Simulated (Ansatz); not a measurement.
# Nudged elastic band, with input and output: Sr27Ti27O80 (charge +2) (part 4 of 4)

The same run, continued: Sr27Ti27O80 (defect cell, 134 atoms in the cell, total charge +2); DFT, PBEsol, PAW, plane waves (Ansatz 0.2.0); cutoff 420 eV, 1×1×1 k-mesh, Fermi–Dirac smearing of 0.01 eV. 

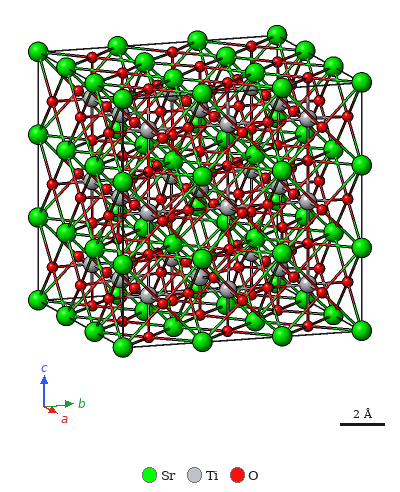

**Figure 1.** The input geometry (ball-and-stick view of the cell of the calculation, seen slightly off an axis).

**Output, continued**
```
  atom 120  O     -0.00003074     0.00413509     0.00362709
  atom 121  O      0.00080082     0.00883806     0.00383931
  atom 122  O     -0.00061227     0.00466685     0.00329646
  atom 123  O     -0.00013553    -0.00141995     0.00320954
  atom 124  O      0.00067847    -0.00430687     0.00355167
  atom 125  O     -0.00070978     0.00286973     0.00342150
  atom 126  O     -0.00246203     0.00249847     0.00386705
  atom 127  O      0.00500871    -0.00015707     0.00079716
  atom 128  O     -0.00151500    -0.00006419     0.00118620
  atom 129  O      0.00104967     0.00525316     0.00069859
  atom 130  O      0.00024010     0.00069372     0.00069570
  atom 131  O     -0.00100011     0.00820117     0.00196283
  atom 132  O      0.00075757    -0.00193078     0.00060405
  atom 133  O     -0.00049953     0.00206771     0.00092196
  atom 134  O     -0.00055264    -0.00256317     0.00172972
  max |Σ_I F_I| component: 1.62e-5 eV/Å
--- Band table (eV) ---
  k-point 0: bands = ["-46.2485", "-46.2432", "-46.1946", "-46.1802", "-46.1755", "-46.1713", "-46.1713", "-46.1596", "-46.1510", "-46.1493", ... 460 levels left out ..., "8.5548", "8.5582", "8.5926", "8.5983", "8.6103", "8.6673", "8.6737", "8.6894", "8.6970", "8.7058", "8.7131", "8.7312", "8.7449", "8.7532", "8.7851", "8.7973", "8.8288", "8.8462", "8.8573", "8.8699", "8.9122", "8.9233", "8.9361", "8.9617", "8.9770", "8.9931", "8.9959", "9.0075", "9.0220",
      "9.0281", "9.0493", "9.0718", "9.0848", "9.0904", "9.0973", "9.1146", "9.1172", "9.1358", "9.1449", "9.1641", "9.1750", "9.1886", "9.1945", "9.2060", "9.2116", "9.2178", "9.2363", "9.2454", "9.2615", "9.2648", "9.2714", "9.2822", "9.3041", "9.3183", "9.3304", "9.3458", "9.3736", "9.5254", "9.6359", "9.6625", "9.6964", "9.7062", "9.7175", "9.7390", "9.7520", "9.8007", "12.1445", "12.1790", "12.1932",
      "12.2117", "12.2513", "12.2533", "12.2928", "12.3505", "12.3816", "12.7820", "12.8378", "12.8776", "12.8988", "12.9098", "12.9258", "12.9600", "12.9629", "12.9740", "12.9994", "13.0014", "13.0098", "13.0329", "13.0419", "13.0503", "13.1122", "13.1472", "13.1685", "13.2962", "13.3161", "13.3250", "13.3328", "13.3967", "13.4151", "13.4413", "13.4455", "13.4730", "13.5255", "13.5773", "13.6160", "13.6436", "13.6634", "13.6818", "13.6847",
      "13.6936", "13.6982", "13.7052", "13.7060", "13.7190", "13.7241", "13.7297", "13.7385", "13.7488", "13.7501", "13.7662", "13.8023", "13.8214", "13.8307", "13.8509", "13.8620", "13.8698", "13.8753", "13.8947", "13.9028", "13.9208", "13.9279", "13.9436", "13.9600", "13.9685", "13.9840", "13.9899", "14.0191", "14.0260", "14.0771", "14.1596", "14.1707", "14.2077", "14.2382", "14.2593", "14.3050", "14.3259", "14.3471", "14.4470", "14.7616",
      "14.7774", "14.7808", "14.7918", "14.8015", "14.8090", "14.8559", "14.9498", "15.0427", "15.1195", "15.3272", "15.3314", "15.3537", "15.3908", "15.4068", "15.4380", "15.4542", "15.5181", "15.5464", "15.5912", "15.6609", "15.7038", "15.7686", "15.8706", "15.9394", "16.0195", "16.1927", "16.2843", "16.3709", "16.3902", "16.4432", "16.4779", "16.4872", "16.5189", "16.5375", "16.5514", "16.5539", "16.5644", "16.5800", "16.5993", "16.6248",
      "16.6611", "16.7175", "16.7467", "16.8077", "16.8338", "16.8754", "16.9157", "16.9623", "17.0007", "17.0432", "17.1082"]
--- NEB band (7 images, 16 band iterations, 650 SCF iterations, 130 more in tests of the images' electronic states and relaxations of end points) ---
  forward barrier  = 0.416655 eV
  backward barrier = 0.416899 eV
  lagrangian_above_aufbau_ev (what the smearing adds, to first order; not taken off the barriers): saddle image -0.000000 eV, end points -0.000000 and -0.000000 eV
  climbing image's point = of a kind that is not told: the force calls were inconclusive, a negative curvature could not be distinguished from the path's own, the only one lies far off the path, or fixed occupations may fill a level only in part (lowest curvatures found: -0.89 and 0.84 eV/Å²)
  energies are F+E_penalty+E_count in eV, relative to image 0
  image     s (Å)  Δ vs image 0  max|band force component| (eV/Å)
      0    0.0000      0.000000                                 —
      1    0.5449      0.072464                          2.383e-2
      2    1.0899      0.295705                          4.500e-2
  *   3    1.6444      0.416655                          1.747e-2
      4    2.2020      0.295564                          5.887e-2
      5    2.7643      0.075401                          4.428e-2
      6    3.3267     -0.000244                                 —
  climbing-image geometry (image 3):
  cell:  # Å, volume = 1591.0537 Å³
    - [11.674231, 0.0, 0.0]
    - [0.0, 11.674231, 0.0]
    - [0.0, 0.0, 11.674231]
  atoms:
    - { symbol: Sr, position: [0.0016911903911774847, 1.0012559617978576, 0.0016005410979493264] }
    - { symbol: Sr, position: [0.0004569765557323556, 1.0015758137756217, 0.33445353264715305] }
    - { symbol: Sr, position: [0.0007260662469829298, 1.00149398359554, 0.6687244801615908] }
    - { symbol: Sr, position: [0.002925214278934424, 0.3358750133930521, 0.001553516874326644] }
    - { symbol: Sr, position: [0.002589630987680049, 0.332089356173996, 0.33129949564611727] }
    - { symbol: Sr, position: [0.004666843202241658, 0.33141337173786856, 0.670996943610955] }
    - { symbol: Sr, position: [0.002433167389835397, 0.6672808672656371, 0.0019135187761503381] }
    - { symbol: Sr, position: [0.0023026545278363596, 0.6703162053145525, 0.33152528741253584] }
    - { symbol: Sr, position: [0.0039404081584494734, 0.6711457494430086, 0.6709825368788114] }
    - { symbol: Sr, position: [0.33497579319112225, 1.0015094772656448, 0.002389570115195811] }
    - { symbol: Sr, position: [0.33560092468382335, 1.0010819715356483, 0.3356835385406391] }
    - { symbol: Sr, position: [0.335890777412438, 1.001350916306072, 0.6684883869095403] }
    - { symbol: Sr, position: [0.3324512243850816, 0.3314329587343253, 0.9995411194769022] }
    - { symbol: Sr, position: [0.330455935967338, 0.32491936011890016, 0.3328200483048304] }
    - { symbol: Sr, position: [0.3324354240792111, 0.3260733888952627, 0.6713129931392713] }
    - { symbol: Sr, position: [0.3322735077901417, 0.6711850874978005, 0.9996935556118874] }
    - { symbol: Sr, position: [0.33070215072399345, 0.6768891224932221, 0.3328491087039371] }
    - { symbol: Sr, position: [0.33190137234000977, 0.676876317290522, 0.671328679979206] }
    - { symbol: Sr, position: [0.6690211407244002, 1.001338568816583, 0.0019075593436888624] }
    - { symbol: Sr, position: [0.6677982421164199, 1.0009857493458156, 0.3354558437243604] }
    - { symbol: Sr, position: [0.6678004199639695, 1.0011674718672428, 0.6677331955540521] }
    - { symbol: Sr, position: [0.6730786685711888, 0.33239622000604047, 0.9995253653509087] }
    - { symbol: Sr, position: [0.6728467985975574, 0.32463052954650135, 0.3280541288867171] }
    - { symbol: Sr, position: [0.6700571099899316, 0.32672580421760133, 0.6722162807118977] }
    - { symbol: Sr, position: [0.6725566281056315, 0.6697437526868043, 0.9995596320595523] }
    - { symbol: Sr, position: [0.6716761628596949, 0.6766972801506701, 0.32914134881526885] }
    - { symbol: Sr, position: [0.6700783616958574, 0.6749597224679209, 0.6712659676252277] }
    - { symbol: Ti, position: [0.16879848358702876, 0.16776274807624583, 0.16823894839796522] }
    - { symbol: Ti, position: [0.168281055534532, 0.16826000321717582, 0.5022520315728733] }
    - { symbol: Ti, position: [0.16852318915628103, 0.16746813759356635, 0.8362965645448288] }
    - { symbol: Ti, position: [0.1704244762625952, 0.5019636127176527, 0.1724531050915754] }
    - { symbol: Ti, position: [0.1730136904938022, 0.5022827630812846, 0.5008475688895796] }
    - { symbol: Ti, position: [0.17211363813952896, 0.5018730870661605, 0.834638115575154] }
    - { symbol: Ti, position: [0.1685085218835024, 0.8362983317542524, 0.16823875306102076] }
    - { symbol: Ti, position: [0.16766042249356564, 0.8366303791927054, 0.502239090858456] }
    - { symbol: Ti, position: [0.16824186447245001, 0.8365618372733071, 0.8362543639270946] }
    - { symbol: Ti, position: [0.5023810046411193, 0.1679821550971134, 0.16841738323944014] }
    - { symbol: Ti, position: [0.5022607779658014, 0.16752405206056262, 0.5019456511695886] }
    - { symbol: Ti, position: [0.5026923813237109, 0.16864274301243615, 0.8358197194329292] }
    - { symbol: Ti, position: [0.503260686173887, 0.500731457569572, 0.1543014435696438] }
    - { symbol: Ti, position: [0.4923140824904573, 0.5020027061269061, 0.5062105220916031] }
    - { symbol: Ti, position: [0.5045618818930193, 0.5021514965591037, 0.828305543465605] }
    - { symbol: Ti, position: [0.5021504746787471, 0.8348076656602227, 0.16818688085435593] }
    - { symbol: Ti, position: [0.5020735441165566, 0.8357883978561675, 0.5019984257480584] }
    - { symbol: Ti, position: [0.5024989997205009, 0.8359703303714834, 0.8359953799962748] }
    - { symbol: Ti, position: [0.8367480997544701, 0.16764035396678711, 0.16772489548627542] }
    - { symbol: Ti, position: [0.8352700924956254, 0.16894589915606886, 0.5019985744783672] }
    - { symbol: Ti, position: [0.8366884523895649, 0.16786278964133772, 0.8355312227001638] }
    - { symbol: Ti, position: [0.8375037058052828, 0.5018672332405347, 0.16847869971506937] }
    - { symbol: Ti, position: [0.8456149908317366, 0.5009323264451795, 0.501614812128854] }
    - { symbol: Ti, position: [0.8354765993955099, 0.5018696871850787, 0.8345872324504956] }
    - { symbol: Ti, position: [0.8362464829267505, 0.8360115643146196, 0.1679496639702692] }
    - { symbol: Ti, position: [0.8354091083718093, 0.834817074029484, 0.5019935727475179] }
    - { symbol: Ti, position: [0.8363069170582248, 0.8359041783388315, 0.8355087540672165] }
    - { symbol: O, position: [0.1652367796117385, 0.16543175143593186, 0.9992638555728401] }
    - { symbol: O, position: [0.16539397171027903, 0.1648404101572463, 0.332285344655121] }
    - { symbol: O, position: [0.16409836245063059, 0.1666466934812299, 0.6661544219189862] }
    - { symbol: O, position: [0.1756708843956651, 0.4989020030311816, 0.9978602461380267] }
    - { symbol: O, position: [0.14913306573012636, 0.49903901071005946, 0.33302773598385943] }
    - { symbol: O, position: [0.17873180130769933, 0.49811487004615457, 0.6612579190392548] }
    - { symbol: O, position: [0.16493956295371287, 0.8320476523561645, 0.9992094177292402] }
    - { symbol: O, position: [0.16513010788103274, 0.8327797366386562, 0.33235325736247034] }
    - { symbol: O, position: [0.1642664919884018, 0.8316342204209786, 0.666210258775134] }
    - { symbol: O, position: [0.49901863880997727, 0.17598200752514945, 1.0023694464681558] }
    - { symbol: O, position: [0.49758606269335703, 0.1624023230029255, 0.33417688674026397] }
    - { symbol: O, position: [0.4981233853488973, 0.16105564574763345, 0.6693893042206602] }
    - { symbol: O, position: [0.48710799282850165, 0.4999839762861397, 0.0018128766897249598] }
    - { symbol: O, position: [0.5238685313234421, 0.49882722975076876, 0.6627224556920269] }
    - { symbol: O, position: [0.49932416844319805, 0.8219866266141529, 1.0021528778247313] }
    - { symbol: O, position: [0.49778404922972447, 0.8362695860122528, 0.33416343037414564] }
    - { symbol: O, position: [0.4977759891334002, 0.8378884803508135, 0.66958822250078] }
    - { symbol: O, position: [0.8322743614990223, 0.16578687944838671, 0.9987404289137848] }
    - { symbol: O, position: [0.8322495070072339, 0.16415230675547132, 0.33222955332073795] }
    - { symbol: O, position: [0.8323845552200053, 0.16615099032701003, 0.6653089412533952] }
    - { symbol: O, position: [0.8396170024315804, 0.49880525545855314, 0.9961117235271479] }
    - { symbol: O, position: [0.8402063996134996, 0.4981073439547309, 0.33223402644153255] }
    - { symbol: O, position: [0.8090394262150027, 0.4988815938860453, 0.6611803187892522] }
    - { symbol: O, position: [0.8325337826822602, 0.8315806464133326, 0.9987497345427911] }
    - { symbol: O, position: [0.8324864073853621, 0.8339775444449945, 0.3321854233335491] }
    - { symbol: O, position: [0.832716244271791, 0.8315216525209483, 0.6654148496466888] }
    - { symbol: O, position: [0.9996505899087168, 0.16565113016042185, 0.16573147482214207] }
    - { symbol: O, position: [0.9963243609251077, 0.17617539789227518, 0.4984542401069344] }
    - { symbol: O, position: [0.999283583504538, 0.1646351133080977, 0.8326248401573487] }
    - { symbol: O, position: [0.0008266509672740401, 0.49899300266591684, 0.15836652274615493] }
    - { symbol: O, position: [0.9982064939017972, 0.49949313606699774, 0.5131792530727202] }
    - { symbol: O, position: [1.0005873280690902, 0.49908393003618085, 0.8207967531625038] }
    - { symbol: O, position: [0.9995906312795709, 0.8316508029324534, 0.16561518053202692] }
    - { symbol: O, position: [0.9966004684091784, 0.8218062865548517, 0.4985934263779292] }
    - { symbol: O, position: [0.9993228650012955, 0.8326693067171738, 0.8326996330117363] }
    - { symbol: O, position: [0.3328199630918231, 0.1662260051787787, 0.16541598956033413] }
    - { symbol: O, position: [0.3292874770185145, 0.15997035565797346, 0.5005202011521677] }
    - { symbol: O, position: [0.33222095441141536, 0.16613233566673133, 0.8337699973380159] }
    - { symbol: O, position: [0.3360319954344757, 0.4986348888825985, 0.18879077835426947] }
    - { symbol: O, position: [0.33627775722228664, 0.4992374923803017, 0.4710520232175803] }
    - { symbol: O, position: [0.3362446743602794, 0.4984799134416718, 0.8232705639682533] }
    - { symbol: O, position: [0.33277921947157985, 0.8318843081171695, 0.16520441476567865] }
    - { symbol: O, position: [0.32908682746980694, 0.838416999346099, 0.5002955102920201] }
    - { symbol: O, position: [0.3322322042796709, 0.8318237072666462, 0.834257178392684] }
    - { symbol: O, position: [0.6655804627772565, 0.1650750591919253, 0.16588828342609305] }
    - { symbol: O, position: [0.6643422488345545, 0.16271637639716716, 0.5001755694579058] }
    - { symbol: O, position: [0.6659066632008357, 0.1656981007681347, 0.8332605670806661] }
    - { symbol: O, position: [0.6663917380664075, 0.49848205389524125, 0.15833016695903407] }
    - { symbol: O, position: [0.59937939441044, 0.49971269510802174, 0.3994946266135632] }
    - { symbol: O, position: [0.664847804701545, 0.4985267978387385, 0.8475766952443342] }
    - { symbol: O, position: [0.6657313024567598, 0.8330517729171185, 0.1656207816312706] }
    - { symbol: O, position: [0.6644731686184965, 0.8354122802408304, 0.5004658556969059] }
    - { symbol: O, position: [0.6658840630123194, 0.8322299085111835, 0.8332209467068004] }
    - { symbol: O, position: [0.16607130443261708, -0.0009054797337265424, 0.16463694027763584] }
    - { symbol: O, position: [0.1531918857615452, -0.0006938126936161819, 0.4996970544281238] }
    - { symbol: O, position: [0.16599122248191897, -0.0007887605963446732, 0.8321263517097665] }
    - { symbol: O, position: [0.16704107119489703, 0.3324656907720761, 0.1654141660775553] }
    - { symbol: O, position: [0.16877508448636636, 0.33343158492144165, 0.49753734434187546] }
    - { symbol: O, position: [0.16563753544780835, 0.3324551828065367, 0.8322699869342776] }
    - { symbol: O, position: [0.16753745709181636, 0.6653814585272891, 0.1653987797398429] }
    - { symbol: O, position: [0.16915951041852667, 0.6644541280526747, 0.49824759852507855] }
    - { symbol: O, position: [0.1662030195266085, 0.6653108338095669, 0.8316589959846703] }
    - { symbol: O, position: [0.49877929257838055, -0.0007261754795726825, 0.16218712415177033] }
    - { symbol: O, position: [0.49696175461623426, -0.0006240353707592266, 0.5017000246876926] }
    - { symbol: O, position: [0.49880444415520847, -0.0007108840386811842, 0.8447230960727622] }
    - { symbol: O, position: [0.4998031804308965, 0.3372821307559009, 0.18205167685999582] }
    - { symbol: O, position: [0.49091727916977707, 0.3304767622428306, 0.5061651096708122] }
    - { symbol: O, position: [0.49900146897324454, 0.3336358806023118, 0.8305473157360758] }
    - { symbol: O, position: [0.4997912003315817, 0.6609597156680135, 0.18225566839145338] }
    - { symbol: O, position: [0.49082294605642907, 0.6684046984444144, 0.5068603138082388] }
    - { symbol: O, position: [0.4991767689354991, 0.6643258348922688, 0.8298043234961904] }
    - { symbol: O, position: [0.833368504257231, -0.0008897384058869964, 0.16365969851390177] }
    - { symbol: O, position: [0.8364047913258118, -0.0008719709166288305, 0.4996779014250307] }
    - { symbol: O, position: [0.832264662044403, -0.0009515595187188969, 0.8314621750423964] }
    - { symbol: O, position: [0.833142288635028, 0.3318344994859237, 0.16463300482429552] }
    - { symbol: O, position: [0.8173277253404787, 0.3368734837982199, 0.49741556018949173] }
    - { symbol: O, position: [0.833217435842308, 0.3322855468767068, 0.8302055184677365] }
    - { symbol: O, position: [0.8327850686548912, 0.6657872706470668, 0.16516876767781638] }
    - { symbol: O, position: [0.8176203249109587, 0.6610040396207789, 0.496847587021708] }
    - { symbol: O, position: [0.8327274309362145, 0.6654815485687445, 0.8302068894534782] }
```
